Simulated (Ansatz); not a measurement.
# Single-point calculation, with input and output: TiAl₃

The run: single-point calculation of TiAl₃ (I4mm, 4 atoms in the cell). Method and program: DFT r2SCAN, scalar-relativistic, plane waves, PAW, no spin polarisation (Ansatz 0.2.0).

The structure derives from a Materials Project entry. It belongs to a series of runs on one base structure; here: atom 2 (Al) moved +0.087 A along Cartesian [0 0 1]. Figures and captions count atoms from 1; the log counts them from 0 in places.

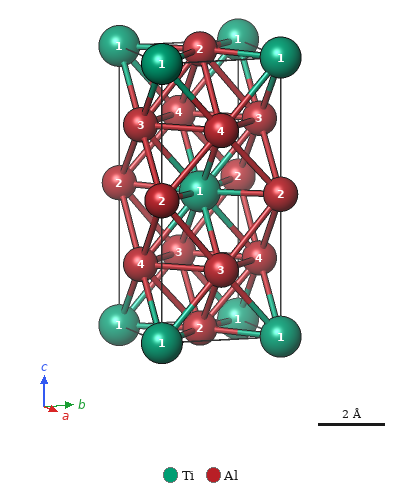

Fig. 1: The structure (ball-and-stick view of the cell 2 times as large as that of the calculation, set on its symmetry axes, seen slightly off an axis; atoms are numbered from 1 in the order of the input). An atom can appear more than once, as a periodic image. Near neighbours in the periodic cell (some may lie outside the picture): Ti has 12 Al at 2.71 to 2.87 Å; Al has 8 Al at 2.70 to 2.94 Å and 4 Ti at 2.71 to 2.87 Å.

## The input
```yaml
crystal:
  lattice:
    - [-1.9120003552, 1.9120003552, 4.281915038]
    - [1.9120003552, -1.9120003552, 4.281915038]
    - [1.9120003552, 1.9120003552, -4.281915038]
  atoms:
    - { symbol: Ti, position: [0.0, 0.0, 0.0] }
    - { symbol: Al, position: [0.510217391, 0.510217391, 0.0] }
    - { symbol: Al, position: [0.75, 0.25, 0.5] }
    - { symbol: Al, position: [0.25, 0.75, 0.5] }
basis:
  ecutwfc: 500
kpoints:
  mp_grid: { grid: [18, 18, 18] }
hamiltonian:
  xc: r2scan
scf:
  occupations: { method: gaussian, width: 0.15 }
output:
  forces: true
  stress: true
  eigenvalues: true
  write_density: true
  write_potential: true
  elf: true
  volumetric_format: npy
```

Hardware: 1 thread of Intel Xeon @ 2.70GHz, 189 GiB of memory available, shared host.

Command:
```bash
ansatz run input.yaml --threads 1 --pin off --max-ram 2560MiB --backend cpu --events-out ev --progress --plain --runs-dir out
```

## The program's output
```
Engine: ansatz 0.2.0, x86_64-unknown-linux-gnu
Pseudopotentials: kind: paw
Pseudopotential: Ti, paw, valence charge 12, recommended cutoff 500 eV (meta_gga), Ti.paw.azcp
Pseudopotential: Al, paw, valence charge 3, recommended cutoff 500 eV (meta_gga), Al.paw.azcp
Functional definition: r2SCAN
  parameter k0 = 0.174
  parameter k1 = 0.065
  parameter a1 = 4.9479
  exchange = r2scan_x(k0 = k0, k1 = k1, a1 = a1)
  correlation = r2scan_c
Crystal: 4 atoms, lattice volume = 62.614 Å³
Basis set: ecut = 500 eV, 1555 PW (Γ), exchange–correlation on 160×160×160 points (64 copies of the dense FFT grid, shifted against one another)
Bands: 15, of which v1, the nominal top of the filled ones, is band 11 counted from 1 (10 counted from 0)
Symmetry: 8 space group operations
Space group: I4mm (ITA 107), of the structure as read, at distance tolerance 4.0e-5 Å
k-points: 480 of 5832 (time reversal used)
Non-local potential: Ti, projectors of the file, l = 0: 3, l = 1: 2, l = 2: 3, l = 3: 1
Non-local potential: Al, projectors of the file, l = 0: 2, l = 1: 2, l = 2: 1
PAW form: soft (Blöchl's): semilocal exchange-correlation on the pseudo side does not see the compensation charge
PAW frozen core: Ti, regenerated for the run's functional (the file was generated under x = pbe(κ = 0.804, μ = 0.2195149727645171), c = pbe(β = 0.06672455060314922))
PAW frozen core: Al, regenerated for the run's functional (the file was generated under x = pbe(κ = 0.804, μ = 0.2195149727645171), c = pbe(β = 0.06672455060314922))
PAW one-centre angular grid: Ti, 590 points (default); XC on 160 Gauss nodes
PAW one-centre angular grid: Al, 302 points (default); XC on 160 Gauss nodes
Initial density: superposition of atomic densities (neutral atoms: chi_scale 0, normalization atom), corrected by the library's trained network
Initial wavefunctions: pseudopotential atomic-orbital guess
Functional: x = r2scan, c = r2scan; τ floored in thin density (d = 2e-4 eV/Å³)
SCF iter   1: F=—  HF=-4127.298464 eV  |F-HF|=—  |Δ(HF+E_count)|=         —  Δρ=1.25e-2  dr2=1.29e-1  dr2_τ=2.77e-2  ethr=1.77e-3  ⟨swp⟩=5.3  Hψ=41228  notcnv=0
preconditioner: auto → Kerker (q_TF=auto, 2.274 Å⁻¹)  [metal: Δε(μ)=0.005 eV  Ē_g=6.021 eV  σ=0.150 eV  W_gap=0.02  n_scr=10 (ndim 8)  ℏωp=16.9 eV  f_vac=0.000  D(μ)=1.53/eV (n_scr^D=10)]
SCF iter   2: F=—  HF=-4127.337985 eV  |F-HF|=—  |Δ(HF+E_count)|=   3.95e-2  Δρ=4.89e-3  dr2=1.83e-2  dr2_τ=3.41e-3  ethr=6.16e-4  ⟨swp⟩=2.6  Hψ=17830  notcnv=0  defer=36
SCF iter   3: F=—  HF=-4127.336956 eV  |F-HF|=—  |Δ(HF+E_count)|=   1.03e-3  Δρ=2.37e-3  dr2=3.30e-3  dr2_τ=7.68e-5  ethr=8.71e-5  ⟨swp⟩=2.0  Hψ=10236  notcnv=0  defer=36
SCF iter   4: F=—  HF=-4127.336908 eV  |F-HF|=—  |Δ(HF+E_count)|=   4.73e-5  Δρ=2.40e-4  dr2=3.27e-5  dr2_τ=2.81e-6  ethr=1.57e-5  ⟨swp⟩=2.7  Hψ=11737  notcnv=0  defer=36
SCF iter   5: F=—  HF=-4127.336941 eV  |F-HF|=—  |Δ(HF+E_count)|=   3.26e-5  Δρ=1.01e-4  dr2=7.55e-6  dr2_τ=3.65e-7  ethr=1.56e-7  ⟨swp⟩=2.0  Hψ=10330  notcnv=0  defer=36
SCF iter   6: F=—  HF=-4127.336939 eV  |F-HF|=—  |Δ(HF+E_count)|=   1.48e-6  Δρ=2.59e-5  dr2=6.32e-7  dr2_τ=1.84e-8  ethr=3.60e-8  ⟨swp⟩=2.0  Hψ=10018  notcnv=0  defer=36
SCF iter   7: F=-4127.336939 eV  HF=-4127.336939 eV  |F-HF|=3.21e-9  |Δ(HF+E_count)|=   6.15e-8  Δρ=4.27e-6  dr2=1.43e-8  dr2_τ=4.74e-10  ethr=4.76e-10  ⟨swp⟩=8.4  Hψ=46642  notcnv=0
SCF 1 converged in 7 iterations: F = -4127.336939 eV  dr2 = 1.43e-8
  greatest PAW one-centre occupation: 1.001 electrons in one spin orbital (limit 2), on the Ti atom at site 0 (counted from 0), in its partial waves of l = 1
SCF converged after 7 iterations
Free energy (F): -4127.336939 eV
Harris-Foulkes:  -4127.336939 eV  (|F-HF|=3.21e-9)
Internal energy: -4127.318879 eV  (E = F + TS)
E sigma→0 (E₀):  -4127.327909 eV
Entropy (-TS):   -0.018061 eV (-4.515 meV/atom)
Fermi energy:    9.700169 eV
--- Per-component energies (eV) ---
  E_band       = -166.145075
  E_kinetic    = 345.092224
  E_local      = -1183.974477  (includes V_loc(G=0)·N_el)
  E_nonlocal   = 37.683295
  E_hartree    = 521.198600
  E_xc         = -204.758698
  E_vxc        = -228.356056  (∫ρ·V_xc dr)
  E_paw        = -2477.179689  (= ΣΔE_a)
  E_vpaw       = -191.724628  (= ΣTr[D̂ρ^β])
  E_aug_tail   = 0.000094  (compensation charges beyond the density's cutoff)
  E_vtau       = 12.740999  (kinetic-family band-sum trace: ∫τ·v_τ [+ j·A + Jᵃ·Aᵃ] dr)
  E_ewald      = -1164.946447
  E_core_change = -0.433781  (= ΣΔE_core)
  E_smearing   = -0.018061  (= −TS)
  E_closure    = 0.000000  (closes the sum)
  Σ components = -4127.336939   (vs F -4127.336939, Δ=0.00e0)
--- Forces (eV/Å), atoms counted from 1 ---
  atom   1  Ti     0.00000000    -0.00000000    -0.01763483
  atom   2  Al     0.00000000     0.00000000    -0.37152367
  atom   3  Al     0.00000000     0.00000000     0.19458271
  atom   4  Al    -0.00000000    -0.00000000     0.19458271
  max |Σ_I F_I| component: 6.91e-6 eV/Å
--- Stress (GPa, compression-positive) ---
        0.115804      -0.000000      -0.000000
       -0.000000       0.115804       0.000000
       -0.000000       0.000000       0.067581
  P = ⅓ Tr σ = 0.0997 GPa (0.997 kbar)
--- Band table (eV; the first three rows and the last of 480) ---
  k-point 0: bands = ["-49.1407", "-24.3961", "-24.3961", "-24.3301", "-1.0574", "6.7262", "6.8159", "8.2366", "8.3641", "8.3641", "10.5650", "11.4713", "11.4713", "11.8696", "12.5651"]
  k-point 1: bands = ["-49.1406", "-24.3970", "-24.3969", "-24.3300", "-0.9890", "6.7662", "6.7978", "8.0994", "8.2116", "8.3413", "10.2297", "11.5627", "11.6046", "11.7935", "12.7419"]
  k-point 2: bands = ["-49.1404", "-24.3996", "-24.3991", "-24.3296", "-0.7852", "6.6704", "6.9518", "7.6490", "7.9573", "8.2899", "9.5454", "11.6860", "11.7774", "11.7894", "13.0127"]
  k-point 479: bands = ["-49.1406", "-24.3964", "-24.3964", "-24.3335", "0.6362", "1.6491", "7.6446", "8.6278", "8.6278", "9.4127", "10.4819", "10.4819", "10.6941", "12.9107", "14.9533"]
```

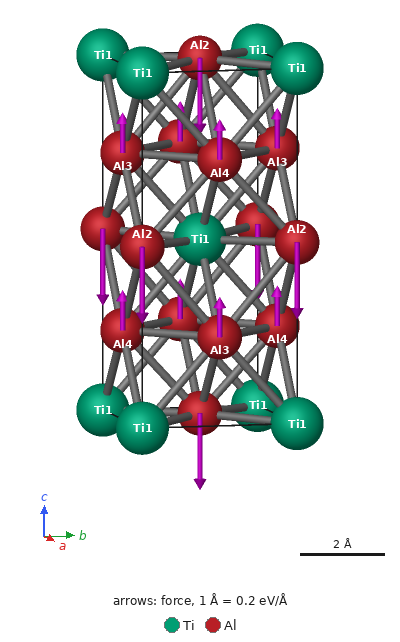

Fig. 2: Forces on the atoms as pink arrows (ball-and-stick view of the cell 2 times as large as that of the calculation, set on its symmetry axes, seen slightly off an axis; atoms are numbered from 1 in the order of the input); the smallest are left out. The largest act on Al2 (0.37 eV/Å); Al3, Al4 (0.19 eV/Å). The geometry is not a stationary point of this energy.

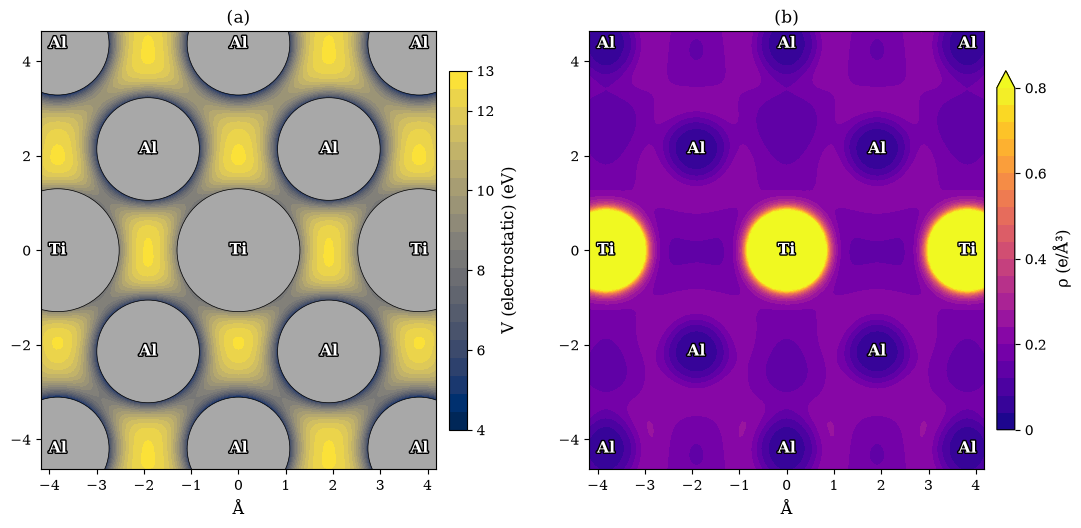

Fig. 3: (a) electrostatic potential (local pseudopotential plus Hartree) felt by an electron; (b) valence charge density (pseudo) on the (010) plane of the conventional cell. Grey discs, where drawn, cover atomic cores. The section cuts through Ti and Al sites. Al–Al (2.81 Å): ρ at the midpoint is about 0.22 e/Å³. Ti–Al (2.87 Å): the density is about 0.2 e/Å³ at the midpoint. Al–Al (2.94 Å): the density is about 0.2 e/Å³ at the midpoint. Away from the nuclei the density in this plane falls to 0.12 e/Å³ at its lowest. Outside the cores the potential energy rises away from the atoms and is highest about 1.9 Å from the nearest atoms; outside the discs it spans about 8 eV, and its zero is arbitrary. The fields are those of the smooth PAW valence density.

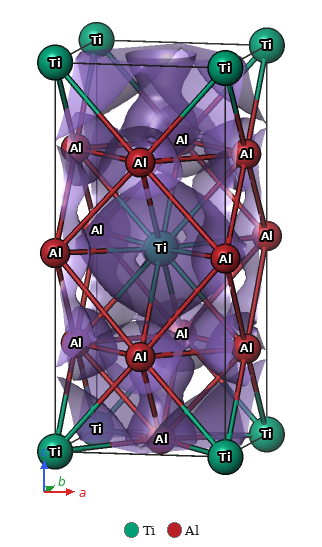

Fig. 4: Isosurface of the electron localisation function at 0.45 (purple), seen slightly off an axis. Core shells and regions of very low density are left out. Sticks mark near contacts. The outline is the cell set on symmetry axes. Along the contacts the grid gives the following. Al–Al (2.70 Å): the ELF peaks at about 0.70 between the atoms.

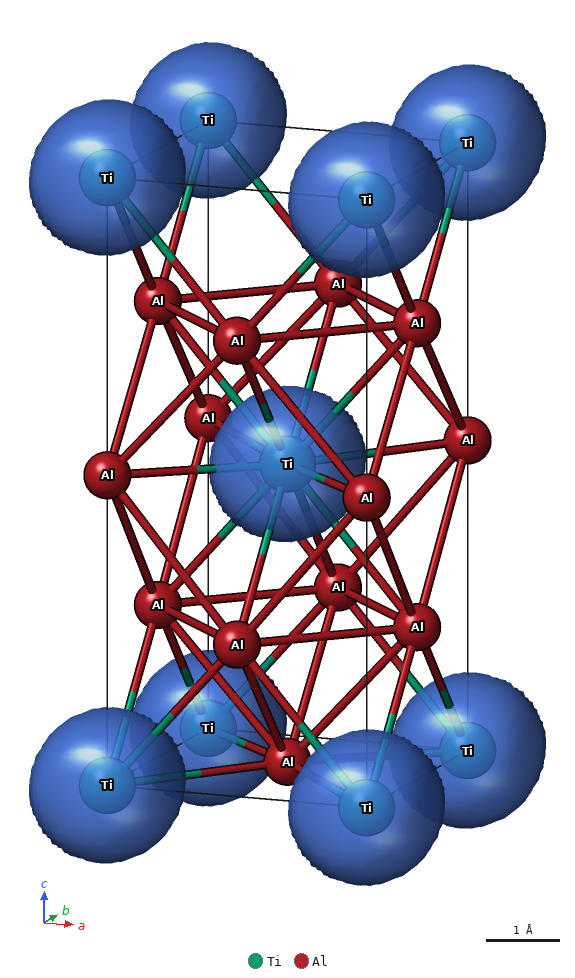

Fig. 5: Isosurface of the valence electron density at 0.3 e/Å³ (blue), seen slightly off an axis. Sticks mark near contacts. The outline is the cell set on symmetry axes. At this value the density breaks into separate islands; it holds about 45 % of the electrons treated as valence (semicore included). It is pinched off along the Al–Al (2.70 Å), Ti–Al (2.71 Å), Al–Al (2.81 Å) and Ti–Al (2.87 Å) contacts. On the grid the lowest density along these lines, outside the cores, is 0.23 e/Å³ (Al–Al, 2.70 Å), 0.23 e/Å³ (Ti–Al, 2.71 Å), 0.22 e/Å³ (Al–Al, 2.81 Å) and 0.21 e/Å³ (Ti–Al, 2.87 Å).

## Results in brief

| quantity | value |
| --- | --- |
| outcome | converged |
| space group (tolerance 0.01 Å) | I4mm (107) |
| electrons treated | 21 |
| free energy | −4127.3369 eV |
| Fermi energy | 9.700 eV |
| gap on the k-point mesh | none (metallic) |
| pressure | 0.10 GPa |
| largest force (length of the vector) | 0.372 eV/Å |
| wall time | 97 s |
| peak memory | 1.1 GiB |
